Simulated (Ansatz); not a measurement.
The coordinates of a crystal:

Space group Cmcm (No. 63). a = 2.751 Å, b = 4.766 Å, c = 4.462 Å, α = 90.00°, β = 90.00°, γ = 90.00°
```tsv
atom	site	symmetry	x	y	z
Ir	4c	m2m	0.0000	0.6619	0.7500
```

**Characterise the structure given above.**

The element is iridium. Strictly the space group is Cmcm (No. 63, within 0.01 Å). It is a distorted form of a primitive hexagonal structure, space group P6_3/mmc (No. 194) within 0.25 Å: hexagonal close-packed (Mg type). The cell holds two atoms. About every Ir there are twelve Ir in an anticuboctahedral arrangement at 2.71 to 2.75 Å. The bonds build a three-dimensional framework.

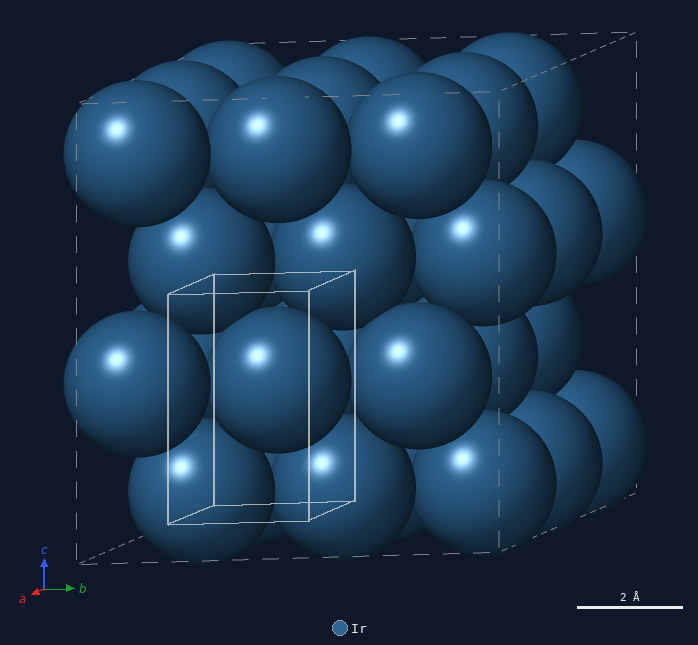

Drawn in the space-filling manner and seen slightly off an axis. The drawing covers 3×3×2 cells, and the solid lines enclose one unit cell.

It goes back to a structure listed in the Materials Project. The cell was then strained or its atoms displaced on purpose. Ansatz was used for an electronic-structure calculation on it.

At this level of theory the cell isn't at rest (stretched, at -12 GPa), so its distances can differ from those at equilibrium, the more so the softer the solid.
